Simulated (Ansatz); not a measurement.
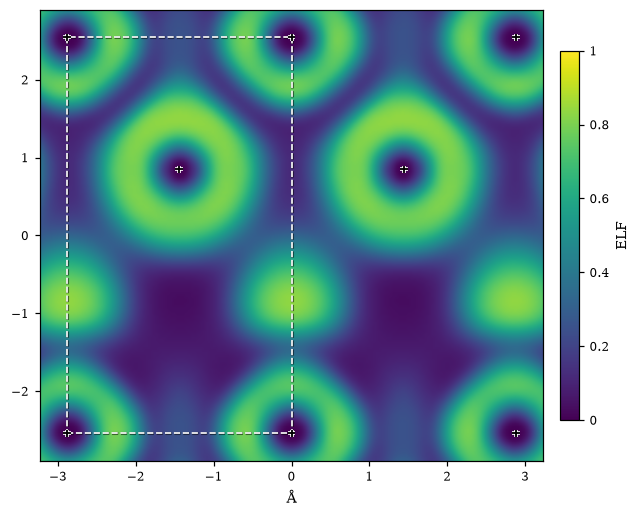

The electron localisation function on a plane through atoms (crosses mark nuclei in the plane).

The calculation used DFT r2SCAN, scalar-relativistic, plane waves, PAW in Ansatz.

Candidates:
A. TaN, a = 2.94 Å, b = 2.94 Å, c = 2.88 Å, α = 90.00°, β = 90.00°, γ = 120.00°. Space group P-6m2.
B. SiC (slab), a = 3.08 Å, b = 5.05 Å, c = 26.54 Å, α = 90.00°, β = 90.00°, γ = 90.00°. 

**Which system is this?**

Candidate A: TaN on the (110) plane of the conventional cell, which holds Ta and N. Ta–N (2.23 Å): the ELF peaks at about 0.80 in the valence shell of N, 0.7 Å from its nucleus, and is about 0.20 at the midpoint; no localised pair shows between them. Ta–Ta (2.88 Å): the ELF is about 0.25 at the midpoint (no localised pair shows between them).
